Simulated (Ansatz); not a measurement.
**Run report: Al$_{3}$Ni$_{2}$, geometry relaxation (part 2 of 2)**

Al$_{3}$Ni$_{2}$ (P-3m1, 5 atoms in the cell); DFT r2SCAN, scalar-relativistic, plane waves, PAW, no spin polarisation (Ansatz 0.2.0); cutoff 500 eV, 12×12×8 k-mesh, Gaussian smearing of 0.1 eV. The structure derives from a Materials Project entry. It belongs to a series of runs on one base structure; here: biaxial strain in the a-b plane, c and atoms relaxed: +2.0 %.

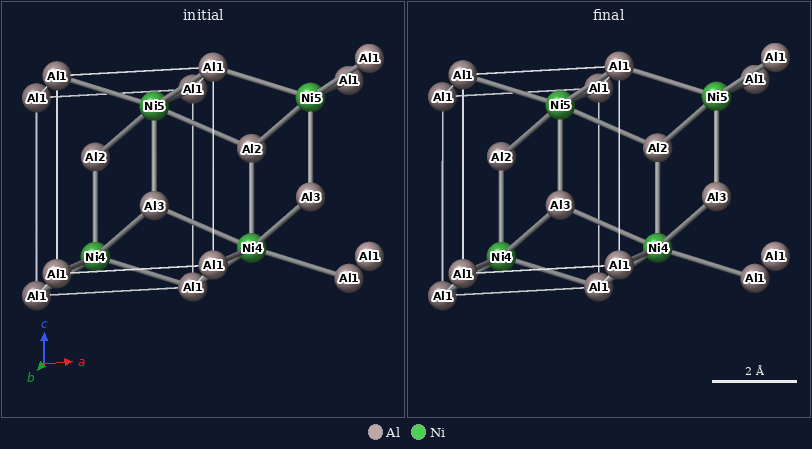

Before (left) and after (right) the relaxation, at one scale (ball-and-stick view of the cell of the calculation, repeated 2 × 1 × 1, seen at an oblique angle). Over 3 geometry steps the energy falls by 0.4 meV per atom. The largest force component goes from 0.036 to 0.00016 eV/Å. Pressure: −3.47 GPa at the start and −4.21 GPa at the end. The atoms keep their places relative to the cell (all moves are under 0.005 Å). The drawn cell changes as follows: a = b stay at 4.087 Å, c 4.803 → 4.828 Å (+0.5 %); the volume changes by +0.5 %. Among the contacts that change: Al2–Ni4 2.414 → 2.429 Å. The space group stays P-3m1 (No. 164). A last SCF at the same geometry on a re-selected plane-wave basis shifts the energy by next to nothing (0.0 meV per atom). (Atoms are counted from 1 in the order of the input.)

```
basis re-selected at this cell: Δ(F+E_penalty+E_count) = -1.473e-4 eV, ΔP = +0.002 GPa vs the last step (what re-selecting the basis moved, of the pressure what is left beyond the Pulay correction that the steps carried, after the strain that the cell walked since its last selection, with what the two solves' SCF thresholds leave and, on support functions, any second-order correction that the steps lacked; it is no measure of the basis error at this ecutwfc). This SCF's stress stands 4.64e-3 GPa from its target on what of the cell is left free (relax.cell.stress_tol is 1.50e-2 GPa) and its largest allowed force component is 1.56e-4 eV/Å (relax.f_tol is 8.00e-3 eV/Å): within both
SCF converged after 7 iterations
Free energy (F): -13314.969476 eV
Harris-Foulkes:  -13314.969476 eV  (|F-HF|=3.64e-12)
Internal energy: -13314.963955 eV  (E = F + TS)
E sigma→0 (E₀):  -13314.966715 eV
Entropy (-TS):   -0.005522 eV (-1.104 meV/atom)
Fermi energy:    10.754320 eV
--- Per-component energies (eV) ---
  E_band       = -826.614723
  E_kinetic    = 641.813366
  E_local      = -10318.395943  (includes V_loc(G=0)·N_el)
  E_nonlocal   = 1307.139200
  E_hartree    = 4494.139109
  E_xc         = -270.520428
  E_vxc        = -332.527848  (∫ρ·V_xc dr)
  E_paw        = -4709.495958  (= ΣΔE_a)
  E_vpaw       = -1135.026330  (= ΣTr[D̂ρ^β])
  E_aug_tail   = 0.000458  (compensation charges beyond the density's cutoff)
  E_vtau       = 22.104319  (kinetic-family band-sum trace: ∫τ·v_τ [+ j·A + Jᵃ·Aᵃ] dr)
  E_ewald      = -4458.863298
  E_core_change = -0.780461  (= ΣΔE_core)
  E_smearing   = -0.005522  (= −TS)
  E_closure    = 0.000000  (closes the sum)
  Σ components = -13314.969476   (vs F -13314.969476, Δ=0.00e0)
--- Forces (eV/Å), atoms counted from 1 ---
  atom   1  Al     0.00000000     0.00000000     0.00000000
  atom   2  Al     0.00000000    -0.00000000     0.00015607
  atom   3  Al     0.00000000     0.00000000    -0.00015607
  atom   4  Ni     0.00000000     0.00000000    -0.00000504
  atom   5  Ni    -0.00000000     0.00000000     0.00000504
  max |Σ_I F_I| component: 1.39e-17 eV/Å
--- Stress (GPa, compression-positive) ---
       -6.314116      -0.000000       0.000000
       -0.000000      -6.314116      -0.000000
        0.000000      -0.000000       0.004637
  P = ⅓ Tr σ = -4.2079 GPa (-42.079 kbar)
--- Band table (eV; the first three rows and the last of 131) ---
  k-point 0: bands = ["-96.1562", "-96.1516", "-55.1167", "-55.1044", "-55.0682", "-55.0682", "-55.0484", "-55.0484", "-0.1029", "5.5781", "6.0051", "7.1991", "7.1991", "7.8480", "7.8480", "8.6875", "8.6875", "9.0683", "9.1265", "9.1265", "9.5314", "11.8921", "11.8921", "13.8522", "13.8522", "15.3548", "15.4981", "17.9672"]
  k-point 1: bands = ["-96.1562", "-96.1516", "-55.1167", "-55.1044", "-55.0682", "-55.0682", "-55.0484", "-55.0484", "-0.0001", "4.7244", "6.5672", "7.1839", "7.1839", "7.8315", "7.8315", "8.7154", "8.7154", "8.8719", "9.1386", "9.1386", "10.2157", "12.0042", "12.0042", "13.8952", "13.8952", "15.3427", "15.5520", "17.1440"]
  k-point 2: bands = ["-96.1562", "-96.1516", "-55.1167", "-55.1045", "-55.0682", "-55.0682", "-55.0484", "-55.0484", "0.3027", "3.6282", "6.9666", "7.1490", "7.1490", "7.7923", "7.7923", "8.7578", "8.7968", "8.7968", "9.1495", "9.1495", "11.5843", "12.3376", "12.3376", "14.0074", "14.0074", "15.3112", "15.7118", "16.0057"]
  k-point 130: bands = ["-96.1539", "-96.1539", "-55.1128", "-55.1128", "-55.0713", "-55.0563", "-55.0563", "-55.0457", "4.8417", "5.0019", "5.0019", "5.4166", "5.4166", "6.3262", "8.0881", "8.0881", "8.2647", "8.8858", "8.9770", "8.9770", "9.1812", "9.4638", "9.4638", "10.7500", "17.0175", "17.7342", "17.7342", "19.0194"]
--- Relaxed structure (4 steps of the walk, 4 accepted, 1 SCFs on fresh bases) ---
  F+E_penalty+E_count = -13314.96947621 eV   max|allowed force component| = 1.561e-4 eV/Å   (the final SCF, on the basis selected at the relaxed cell)
  cell:  # Å, volume = 69.8375 Å³
    - [4.086855800263291, -2.886732170639464e-11, 7.855570469064015e-19]
    - [-2.043427900106645, 3.539320944646225, -1.5711140938127937e-18]
    - [9.232473385427155e-19, -1.5991112983347999e-18, 4.828136330619295]
  atoms:
    - { symbol: Al, position: [8.409480833958801e-36, 1.0854706492450467e-35, -1.692941248102289e-21] }
    - { symbol: Al, position: [0.33333333333333326, 0.6666666666666665, 0.6480282064074158] }
    - { symbol: Al, position: [0.6666666666666665, 0.3333333333333333, 0.35197179359258424] }
    - { symbol: Ni, position: [0.33333333333333326, 0.6666666666666665, 0.1449384356776031] }
    - { symbol: Ni, position: [0.6666666666666665, 0.3333333333333333, 0.8550615643223967] }
```

Trajectory as extended XYZ (Å, eV, eV/Å), 5 frames, from step=1 to step=5:
```
5
Lattice="4.0869 0.0000 0.0000 -2.0434 3.5393 0.0000 0.0000 0.0000 4.8032" Properties=species:S:1:pos:R:3:forces:R:3 step=1 energy=-13314.96737 pressure_GPa=-3.47
Al    0.0000    0.0000    0.0000    0.0000   0.0000   0.0000
Al    0.0000    2.3595    3.1135    0.0000   0.0000  -0.0174
Al    2.0434    1.1798    1.6897    0.0000   0.0000   0.0174
Ni    0.0000    2.3595    0.6990    0.0000   0.0000  -0.0360
Ni    2.0434    1.1798    4.1041    0.0000   0.0000   0.0360
5
Lattice="4.0869 0.0000 0.0000 -2.0434 3.5393 0.0000 0.0000 0.0000 4.8182" Properties=species:S:1:pos:R:3:forces:R:3 step=2 energy=-13314.96908 pressure_GPa=-3.92
Al    0.0000    0.0000    0.0000    0.0000   0.0000   0.0000
Al    0.0000    2.3595    3.1216    0.0000   0.0000   0.0055
Al    2.0434    1.1798    1.6967    0.0000   0.0000  -0.0055
Ni    0.0000    2.3595    0.6987    0.0000   0.0000  -0.0075
Ni    2.0434    1.1798    4.1196    0.0000   0.0000   0.0075
5
Lattice="4.0869 0.0000 0.0000 -2.0434 3.5393 0.0000 0.0000 0.0000 4.8278" Properties=species:S:1:pos:R:3:forces:R:3 step=3 energy=-13314.96933 pressure_GPa=-4.20
Al    0.0000    0.0000    0.0000    0.0000   0.0000   0.0000
Al    0.0000    2.3595    3.1284    0.0000   0.0000   0.0018
Al    2.0434    1.1798    1.6994    0.0000   0.0000  -0.0018
Ni    0.0000    2.3595    0.6996    0.0000   0.0000   0.0011
Ni    2.0434    1.1798    4.1282    0.0000   0.0000  -0.0011
5
Lattice="4.0869 0.0000 0.0000 -2.0434 3.5393 0.0000 0.0000 0.0000 4.8281" Properties=species:S:1:pos:R:3:forces:R:3 step=4 energy=-13314.96933 pressure_GPa=-4.21
Al    0.0000    0.0000    0.0000    0.0000   0.0000   0.0000
Al    0.0000    2.3595    3.1288    0.0000   0.0000   0.0002
Al    2.0434    1.1798    1.6994    0.0000   0.0000  -0.0002
Ni    0.0000    2.3595    0.6998    0.0000   0.0000   0.0000
Ni    2.0434    1.1798    4.1284    0.0000   0.0000   0.0000
5
Lattice="4.0869 0.0000 0.0000 -2.0434 3.5393 0.0000 0.0000 0.0000 4.8281" Properties=species:S:1:pos:R:3:forces:R:3 step=5 energy=-13314.96948 pressure_GPa=-4.21
Al    0.0000    0.0000    0.0000    0.0000   0.0000   0.0000
Al    0.0000    2.3595    3.1288    0.0000   0.0000   0.0002
Al    2.0434    1.1798    1.6994    0.0000   0.0000  -0.0002
Ni    0.0000    2.3595    0.6998    0.0000   0.0000   0.0000
Ni    2.0434    1.1798    4.1284    0.0000   0.0000   0.0000
```

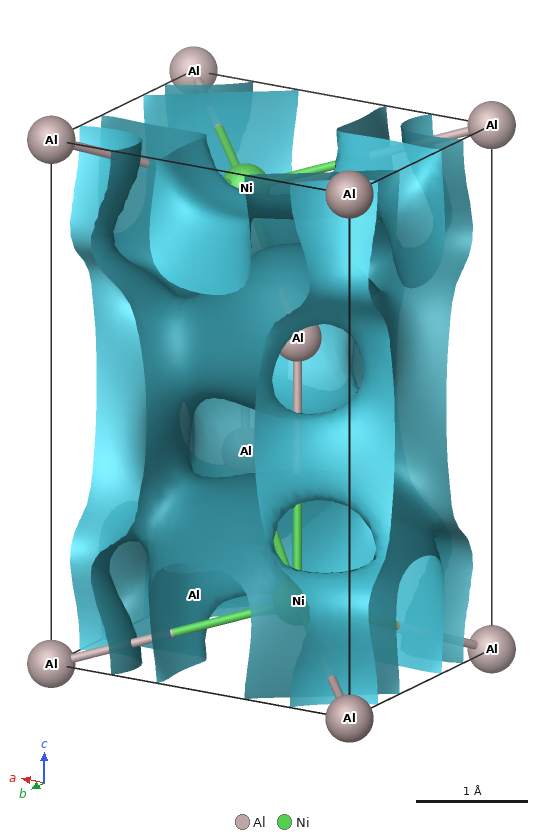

Isosurface of the electron localisation function at 0.45 (cyan), seen at an oblique angle. Only the valence region is drawn (cores and ρ < 0.01 e/Å³ removed). Sticks mark near contacts. The outline is the cell set on symmetry axes. Profiles from the grid: Al–Ni (2.40 Å): the ELF is about 0.40 at the midpoint, which marks metallic bonding. Ni–Ni (2.74 Å): the ELF is about 0.30 at the midpoint (no localised pair between them). Core electrons are frozen (PAW), so the fields are smoothed inside the atomic spheres.

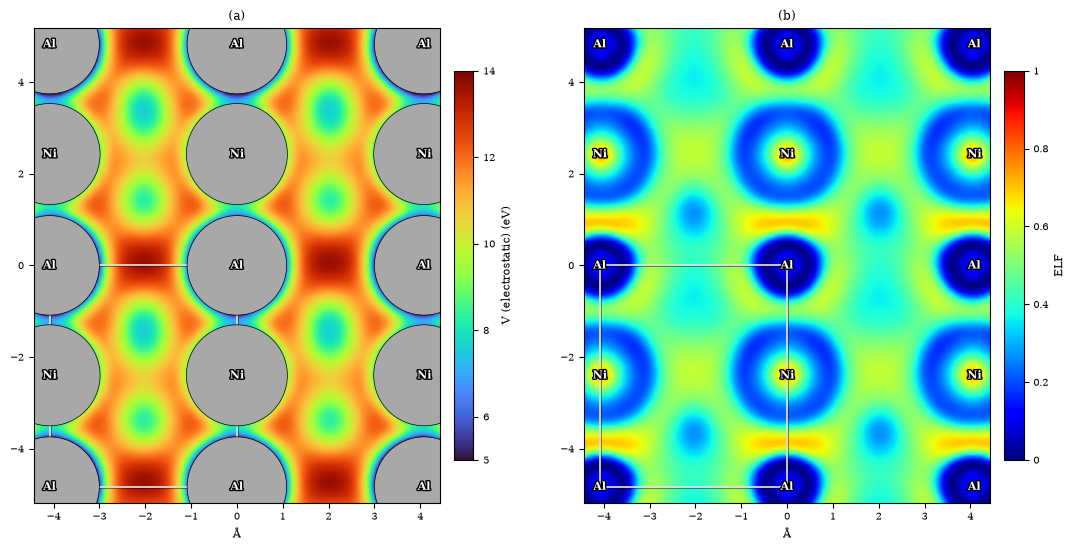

(a) electrostatic potential energy of an electron; (b) electron localisation function on the (100) plane of the conventional cell. Grey discs, where drawn, cover atomic cores. Atoms in the plane: Al and Ni. Al–Ni (2.43 Å): the ELF peaks at about 0.70 between the atoms. The strong features right at Ni lie inside the PAW spheres (semicore, d or f shells) and say nothing about bonding. Outside the cores the potential energy rises away from the atoms and is highest about 1.6 Å from the nearest atoms; outside the discs it spans about 8 eV, and its zero is arbitrary.

This output came from the following input.

The input:
```yaml
crystal:
  lattice:
    - [4.0868558003, 0.0, 0.0]
    - [-2.0434279001, 3.5393209446, 0.0]
    - [0.0, 0.0, 4.8031887124]
  atoms:
    - { symbol: Al, position: [0.0, 0.0, 0.0] }
    - { symbol: Al, position: [0.3333333333, 0.6666666667, 0.6482093499] }
    - { symbol: Al, position: [0.6666666667, 0.3333333333, 0.3517906501] }
    - { symbol: Ni, position: [0.3333333333, 0.6666666667, 0.1455386011] }
    - { symbol: Ni, position: [0.6666666667, 0.3333333333, 0.8544613989] }
basis:
  ecutwfc: 500
kpoints:
  mp_grid: { grid: [12, 12, 8] }
hamiltonian:
  xc: r2scan
scf:
  occupations: { method: gaussian, width: 0.1 }
output:
  forces: true
  stress: true
  eigenvalues: true
  write_density: true
  write_potential: true
  elf: true
  volumetric_format: npy
relax:
  adjacent_minimum: "off"
  f_tol: 0.008
  max_steps: 40
  cell: { stress_tol: 0.015, fix: [a, b, gamma] }
```

Launch command:
```bash
ansatz run input.yaml --threads 1 --pin off --max-ram 2560MiB --backend cpu --events-out ev --progress --plain --runs-dir out
```

Results in brief:

- outcome: converged
- space group (tolerance 0.01 Å): P-3m1 (164)
- electrons treated: 45
- free energy: −13314.9695 eV
- Fermi energy: 10.754 eV
- gap on the k-point mesh: none (metallic)
- pressure: −4.21 GPa
- final volume: 69.84 Å³
- largest force (length of the vector) at the end: under 0.001 eV/Å
- final cell: a = 4.087 Å, b = 4.087 Å, c = 4.828 Å, α = 90.00°, β = 90.00°, γ = 120.00°
- hardware: 1 thread of Oxide Virtual Turin-like (Zen 5), 32 GiB of memory available, shared host
- wall time: 2.5 min
- peak memory: 0.71 GiB

Notes:

The run has no spin polarisation, so a magnetic state may lie lower.
